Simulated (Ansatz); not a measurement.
**Bi: densities and their changes**

Space group R-3m; the calculation finds a residual pressure of about 2 GPa at this fixed cell.

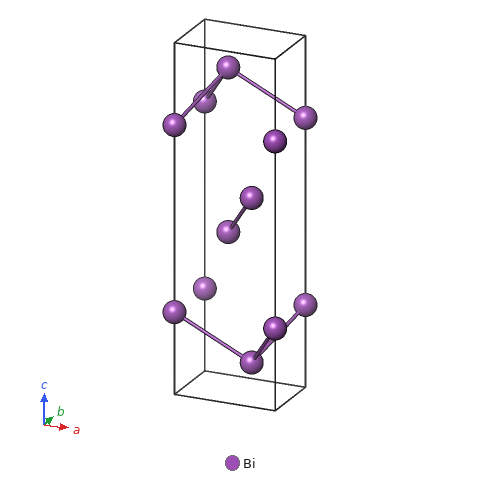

The conventional cell.

The calculation's input:

```
crystal:
  lattice:
    - [2.2675, 1.3091417354, 3.938]
    - [-2.2675, 1.3091417354, 3.938]
    - [0.0, -2.6182834708, 3.938]
  atoms:
    - { symbol: Bi, position: [0.234, 0.234, 0.234] }
    - { symbol: Bi, position: [0.766, 0.766, 0.766] }
basis:
  ecutwfc: 420
  fft_grid_basis: typed
kpoints:
  mp_grid: { grid: [9, 9, 9] }
hamiltonian:
  xc: pbe
scf:
  occupations: { method: gaussian, width: 0.05 }
output:
  forces: true
  stress: true
  eigenvalues: true
  bader: true
  write_density: true
  volumetric_format: npy
  elf: true
```

Command:

```sh
ansatz run input.yaml --threads 1 --pin off --max-ram 2560MiB --backend cpu --events-out ev --progress --plain --runs-dir out
```

The picture shows the conventional cell (a = 4.54 Å, b = 4.54 Å, c = 11.81 Å, α = 90.00°, β = 90.00°, γ = 120.00°).

Method: Ansatz, DFT PBE, scalar-relativistic, plane waves, PAW.

Core electrons are frozen (PAW), so the maps are meaningful between the atoms, not at the nuclei.

### 1. Bonding charge

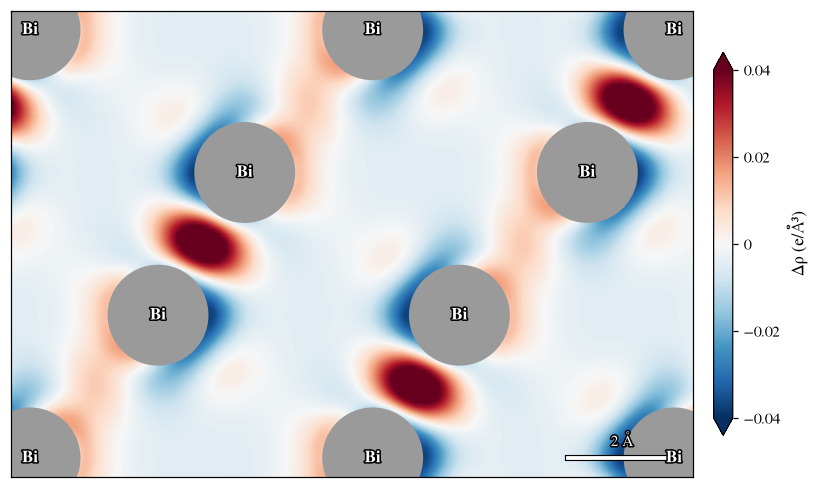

Density of the crystal less the sum of free-atom densities: a map on the (110) plane of the conventional cell, with grey discs over the atomic cores. Cores are masked to 0.9 Å (Bi).

> What does the deformation density say about the bonding?

Bi–Bi (3.06 Å): Δρ is +0.06 e/Å³ at the midpoint.
- Over the whole cell, outside the masked cores, the largest gain, 0.06 e/Å³, lies 1.5 Å from a bismuth nucleus, and the largest loss lies at the edge of the masked core of Bi.
- The rearranged charge, half the integral of |Δρ|, is about 0.13 e an atom.

### 2. States by energy

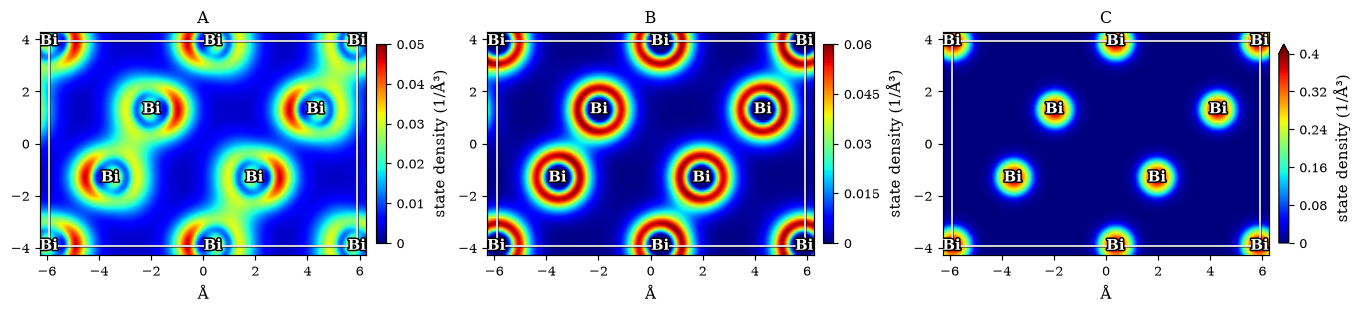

Bi: densities of the states in three energy windows, on the (110) plane of the conventional cell.

> The windows, about the Fermi level, are −22.9 to −22.4 eV, −13.1 to −7.3 eV and −0.25 to +0.25 eV. Which panel shows which?

Panel A: −0.25 to +0.25 eV, the states at the Fermi level, mainly Bi 6p (90 %) and Bi 6s (10 %).
Panel B: −13.1 to −7.3 eV, a separate group of bands, mainly Bi 6s (90 %) and Bi 6p (10 %).
Panel C: −22.9 to −22.4 eV, a separate group of bands (semicore or deep states), mainly Bi 5d (over 95 %).
The characters are Löwdin shares on a minimal set of atomic orbitals. At the bottom of an sp band the diffuse p orbitals of such a set take a share of s-like charge between the atoms, so the p share there is overstated.

### 3. Moving an atom

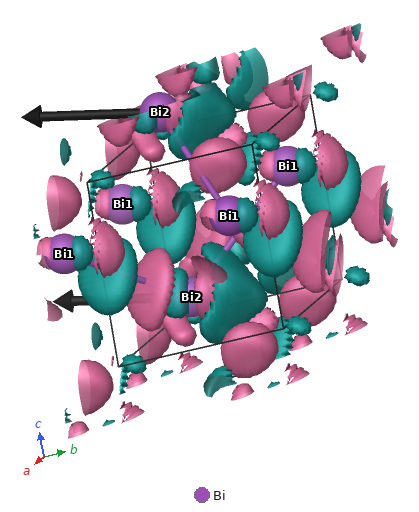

Bi2 was moved by 0.05 Å roughly along [1 −2 0] in the axes of the cell drawn (arrow, not to scale). Change of the density less the rigid motion of the neutral atom's own density: teal surfaces at +0.002 and pink ones at −0.002 e/Å³, in the cell of the calculation (origin moved) seen slightly off an axis.

> Describe the electronic response.

About 0.02 e is rearranged in the cell. Outside the cores the largest gain, 0.005 e/Å³, lies 1.3 Å from a bismuth nucleus, and the largest loss lies at the edge of the masked core of Bi.

> What restoring force does the calculation give for this move?

The force on it changes by 0.13 eV/Å along the move, against it: a stiffness of about 2.6 eV/Å² for this sublattice shift.
